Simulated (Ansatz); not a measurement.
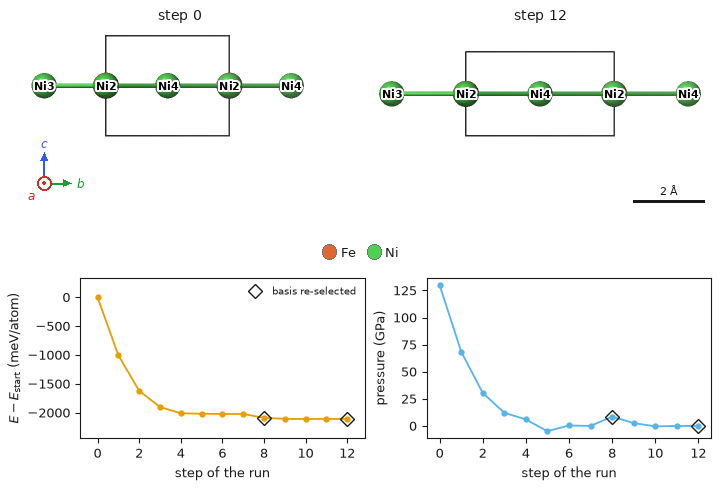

First and last geometry of a relaxation of a crystal of FeNi$_{3}$ (a generated structure, set up in P6/mmm) (coarse preliminary run), with the history of the run. The picture is a ball-and-stick view of the cell of the calculation, seen along the a axis.

Computed with Ansatz, DFT PBE, scalar-relativistic, plane waves, PAW. Settings: plane-wave cutoff 420 eV; k-point mesh 6 × 6 × 6; occupations gaussian; smearing width 0.1 eV; collinear spin; cell and atoms relaxed; force threshold 0.04 eV/Å; at most 70 steps.

Question: What do the curves and the structures tell?

Answer: It converged. After 10 accepted moves (12 points after the start) the energy has fallen by 2109 meV per atom. All forces vanish by symmetry, so only the cell relaxes. Pressure: 130.00 GPa at the start and −0.10 GPa at the end. At 2 points the geometry stayed and the basis and grid were re-selected for the new cell (energy shift of 66.4 meV per atom at most each time). The atoms keep their places relative to the cell (all moves are under 0.005 Å). The volume changes by +20.6 %, with a = b 4.037 → 4.845 Å (+20.0 %), c 2.839 → 2.378 Å (−16.3 %). Some distances before and after: Ni–Ni 2.839 → 2.378 Å, Fe–Fe 2.839 → 2.378 Å, Fe–Ni 2.019 → 2.422 Å, Ni–Ni 2.019 → 2.422 Å. The space group stays P6/mmm (No. 191). The program noted that the starting moments weren't kept.

| step | E − E(0), meV/atom | pressure, GPa | volume, Å³/atom | note |
| --- | --- | --- | --- | --- |
| 0 | 0.00 | 130.00 | 10.019 |  |
| 1 | -1003.06 | 68.61 | 10.909 |  |
| 2 | -1621.11 | 30.48 | 11.471 |  |
| 3 | -1901.19 | 12.16 | 11.594 |  |
| 4 | -2009.20 | 5.97 | 11.428 |  |
| 5 | -2018.85 | -4.84 | 11.786 |  |
| 6 | -2022.77 | 0.39 | 11.510 |  |
| 7 | -2022.84 | -0.01 | 11.542 |  |
| 8 | -2089.24 | 8.54 | 11.542 | same geometry, new basis |
| 9 | -2107.05 | 2.62 | 11.898 |  |
| 10 | -2108.87 | -0.40 | 12.109 |  |
| 11 | -2108.97 | -0.01 | 12.082 |  |
| 12 | -2109.18 | -0.10 | 12.082 | same geometry, new basis |
